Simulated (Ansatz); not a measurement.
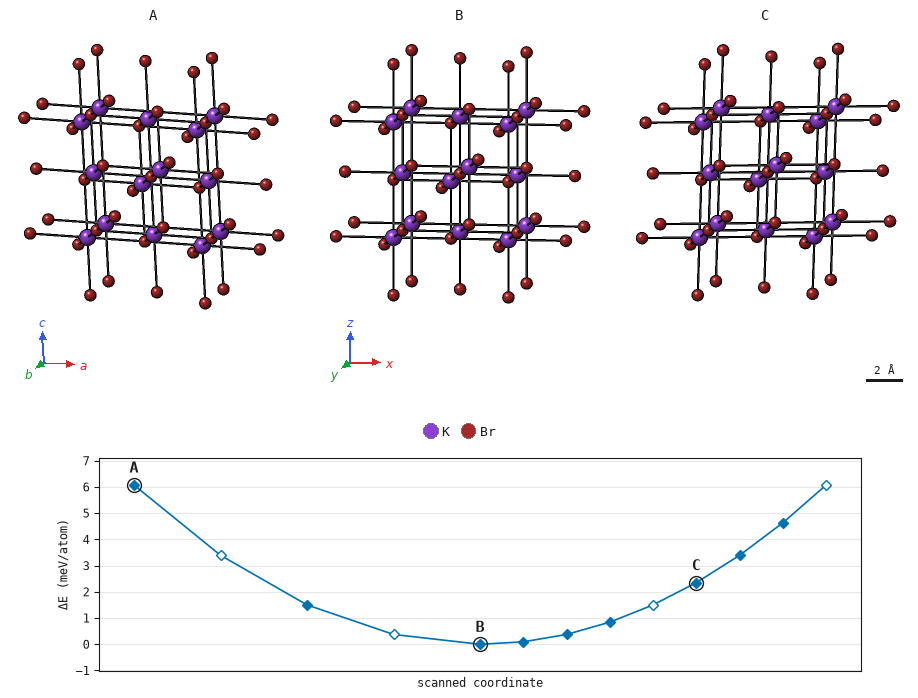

A scan of crystalline KBr (Fm-3m) along one coordinate. x, y and z are the Cartesian axes of the input. Hollow markers are points alike by symmetry, not computed again. A ball-and-stick model of the conventional cell (4 times the calculation's cell), seen along the b axis, with a slight tilt. Lengths and directions refer to the drawn axes.

These are results of Ansatz 0.2.0, DFT PBE, scalar-relativistic, plane waves, PAW, not measurements. Set-up: plane-wave cutoff 420 eV; k-point mesh 6 × 6 × 6; occupations gaussian; smearing width 0.05 eV; no spin polarisation. Energies (free energies at the smearing named) are counted from the cell as listed in its source, which wasn't relaxed.

Question: What is being scanned?

Answer: The cell is strained in shear in the xz plane, with the atoms kept at their fractional coordinates. In the frames the strain is −0.10 (A), 0.00 (B), 0.0625 (C). The lowest computed point lies at the strain 0.00 (0.00 meV/atom). The unrelaxed reference is under a pressure of 0.8 GPa. The distortion takes the space group from Fm-3m to Immm. At the strain −0.10 the cell of the drawing goes a 6.585 → 6.593 Å, c 6.585 → 6.593 Å, β 90.0° → 95.7°.
